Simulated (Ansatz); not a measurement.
A Fermi-surface calculation for Tl (P6_3/mmc).

```
Tl
1.0
     3.45600    0.00000    0.00000
    -1.72800    2.99298    0.00000
     0.00000    0.00000    5.52500
Tl
2
Direct
  0.33333 0.66667 0.25000
  0.66667 0.33333 0.75000
```

These are results of DFT PBE, scalar-relativistic, plane waves, PAW; levels and slopes on a dense k mesh at the converged density (Ansatz 0.2.0), not measurements. No spin polarisation. The levels come from a k mesh of 30×30×16 points. Unrelaxed database geometry (residual pressure 3 GPa).

Three bands cross the Fermi level; this is a three-dimensional metal. The density of states at the Fermi level is 0.82 states/eV per primitive cell. The intraband plasma frequencies along the cartesian axes x, y and z of the cell as given are 7.1, 7.1 and 8.4 eV.

Band 13: one hole pocket centred at A (23 % of the zone) and specks under 0.04 % of the zone, which the mesh doesn't resolve and which may come from the interpolation.
Band 14: six electron pockets on the Γ–M line, no more than about three mesh steps wide (each 0.04 % of the zone) and an open sheet between a empty part that runs through the repeated zones in all directions and a filled one that does so in two; mean Fermi speed 12 × 10⁵ m/s.
Band 15: four electron pockets on the H–K line (each 0.10 % of the zone).
A pocket cut by a face of the zone is counted once with the part on the opposite face.
The shape of the surface of band 14 changes its kind within 0.04 eV of this level, so small parts may appear, vanish, join or separate.

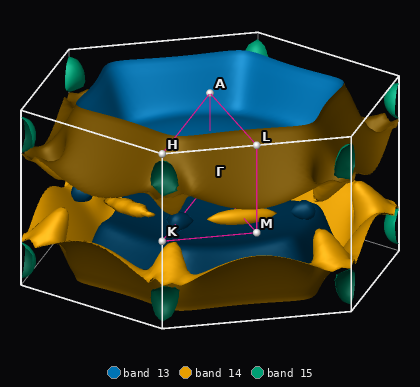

Each colour is one band. The brighter face of a sheet looks towards empty states.

Spin-orbit coupling is left out; with Tl it can split, shift or remove sheets. Necks and pockets thinner than about two mesh steps aren't resolved, so separate pockets may in truth be joined.
